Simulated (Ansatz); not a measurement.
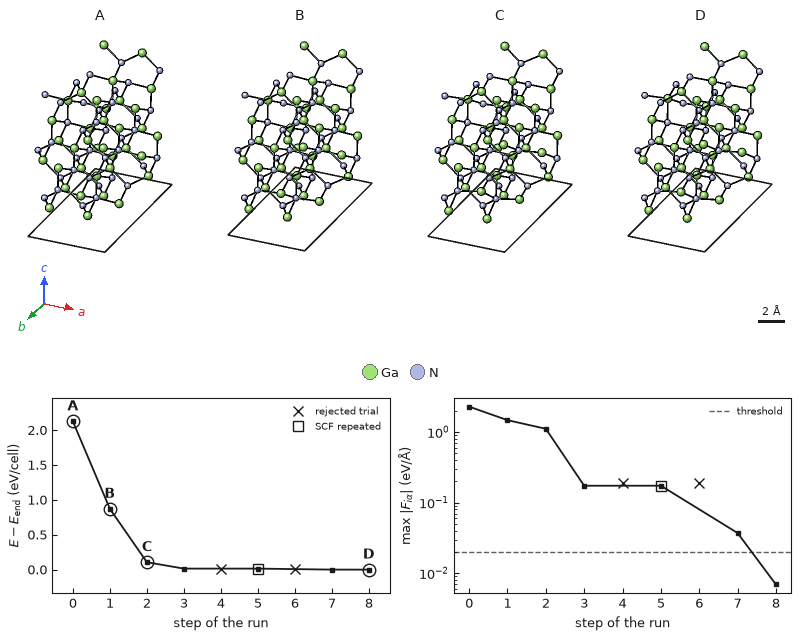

Frames of a relaxation of a slab of composition GaN (cut from the P6_3mc phase), marked on the history of the run. Style: ball-and-stick. Shown: the 2 × 1 repeat of the cell, outlined in the plane, without the vacuum (origin shifted), from a free direction.

Case: (2 0 1) slab, atoms relaxed. The slab is the (2 0 1) face of GaN.

Theory: DFT PBEsol, scalar-relativistic, plane waves, PAW in Ansatz. Settings: plane-wave cutoff 420 eV; k-point mesh 8 × 3 × 1; occupations gaussian; smearing width 0.05 eV; no spin polarisation; dipole correction; atoms relaxed in a fixed cell; force threshold 0.02 eV/Å; at most 60 steps.

### What happens along the run?

The largest move relative to the layer's centre is that of a Ga atom, 0.33 Å at 11° to the normal (+c side). Largest moves by element: Ga 0.33 Å, N 0.20 Å. The cell doesn't change. Among the contacts that change: Ga–N 1.946 → 2.175 Å, Ga–N 1.953 → 1.795 Å, Ga–N 1.953 → 1.816 Å, Ga–N 1.946 → 2.077 Å. Bond angles that change, for instance: Ga–N–Ga 109.2° → 126.0°, N–Ga–N 109.2° → 123.6°, Ga–N–Ga 109.7° → 97.2°. After 5 accepted moves (8 points after the start) the energy has fallen by 2.124 eV per cell of the calculation. The largest force component goes from 2.3 to 0.0069 eV/Å. The line search rejected the trial steps at points 4, 6 of the run. 1 step only repeated the SCF at the same geometry. The run took 10 min on 4 threads of Intel(R) Xeon(R) 6975P-C (Granite Rapids), with other jobs on the host, peak memory 4.2 GiB. From step 0 to 1: a Ga atom moves most (0.20 Å), energy −1.253 eV per cell of the calculation. From step 1 to 2: a Ga atom moves most (0.20 Å), energy −0.765 eV per cell of the calculation. From step 2 to 8: a Ga atom moves most (0.09 Å), energy −0.106 eV per cell of the calculation.

| step | E − E(0), meV/atom | largest force component, eV/Å | note |
| --- | --- | --- | --- |
| 0 | 0.00 | 2.2934 |  |
| 1 | -34.82 | 1.4758 |  |
| 2 | -56.06 | 1.1129 |  |
| 3 | -58.61 | 0.1736 |  |
| 4 | -58.61 | 0.1925 | rejected |
| 5 | -58.61 | 0.1737 | same geometry, SCF repeated |
| 6 | -58.61 | 0.1902 | rejected |
| 7 | -59.01 | 0.0371 |  |
| 8 | -59.01 | 0.0069 |  |
